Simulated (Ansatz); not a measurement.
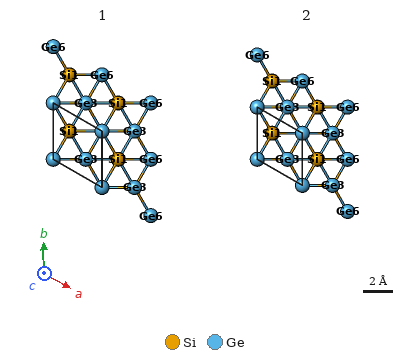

Two geometries of a crystal of SiGe2 (a generated structure, set up in P-3m1) (coarse preliminary run), drawn at one scale. One is the start of a relaxation, the other its converged end. Style: ball-and-stick. Shown: the cell of the calculation, repeated 2 × 2 × 1 with one cell outlined, along the c axis.

Computed with DFT PBE, scalar-relativistic, plane waves, PAW (Ansatz 0.2.0). (plane-wave cutoff 420 eV; k-point mesh 6 × 6 × 2; occupations gaussian; smearing width 0.1 eV; no spin polarisation; cell and atoms relaxed; force threshold 0.04 eV/Å; at most 70 steps)

Which one is relaxed?

Answer. Structure 1 is the relaxed one. The largest moves relative to the cell, 0.026 Å, are those of Ge atoms. By element the largest moves are Ge 0.026 Å, Si 0.002 Å. The volume changes by +25.7 %, with a = b 3.701 → 3.996 Å (+8.0 %), c 9.065 → 9.773 Å (+7.8 %). Near-neighbour distances that change, for instance: Ge–Ge 2.266 → 2.496 Å, Ge–Ge 2.266 → 2.463 Å, Ge–Si 2.266 → 2.439 Å, Ge–Si 2.266 → 2.418 Å. The space group stays P-3m1 (No. 164). Over 4 accepted moves (6 points after the start) the energy falls by 319 meV per atom. The largest force component goes from 0.74 to 0.018 eV/Å. The pressure goes from 26.91 to 0.02 GPa. At 2 points the geometry stayed and the basis and grid were re-selected for the new cell (energy shift of 3.5 meV per atom at most each time). Cost: 31 s on 1 thread of Arm Neoverse V1 (shared host), peak memory 0.39 GiB.
